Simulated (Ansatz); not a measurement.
The calculation's input:

```
crystal:
  lattice:
    - [-1.40625, 1.40625, 1.40625]
    - [1.40625, -1.40625, 1.40625]
    - [1.40625, 1.40625, -1.40625]
  atoms:
    - { symbol: Be, position: [0.0, 0.0, 0.0] }
kpoints:
  mp_grid: { grid: [20, 20, 20] }
scf:
  occupations: { method: fermi_dirac, width: 0.05 }
hamiltonian:
  xc: pbe
  pseudopotentials: { kind: paw }
output:
  forces: true
  stress: true
  write_density: true
  write_potential: true
  elf: true
  volumetric_format: npy
relax:
  f_tol: 0.005
  max_steps: 80
  cell: {}
```

Run with:

```sh
ansatz run input.yaml --threads 1 --pin off --max-ram 2048MiB --backend cpu --events-out ev --progress --plain --runs-dir out
```

Below, planes, directions and counts refer to the conventional cell (a = 2.50 Å, b = 2.50 Å, c = 2.50 Å, α = 90.00°, β = 90.00°, γ = 90.00°).

The fields are those of the relaxed geometry.

Space group Im-3m; a generated structure, not necessarily the stable one.

The calculation used DFT, PBE, PAW with Ansatz's default frozen-core files, scalar-relativistic (Ansatz 0.2.0).

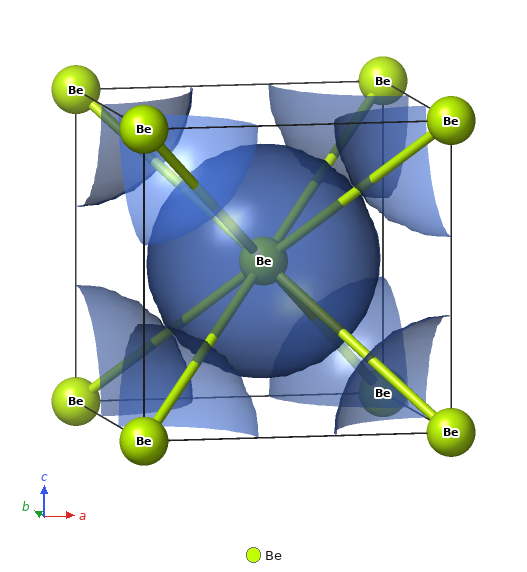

Be. Isosurface of the ELF at 0.55 (blue), seen slightly off an axis. Core shells and regions of very low density are left out. Sticks mark near contacts.

Core electrons are frozen (PAW), and the valence fields are smoothed inside the atomic spheres.

Question: Identify the bonds, lone pairs and shells in this picture.

Answer: The ELF exceeds this value in one network that runs through the whole crystal, counted in one cell of 2 atoms. Regions shared between cells count once. There are no localised bonds or lone pairs at this value. Profiles from the grid: Be–Be (2.17 Å): the ELF reaches about 0.60 near the midpoint.

Question: Does the calculation give a band gap?

Answer: It is metallic or semimetallic at this level of theory: no gap opens.
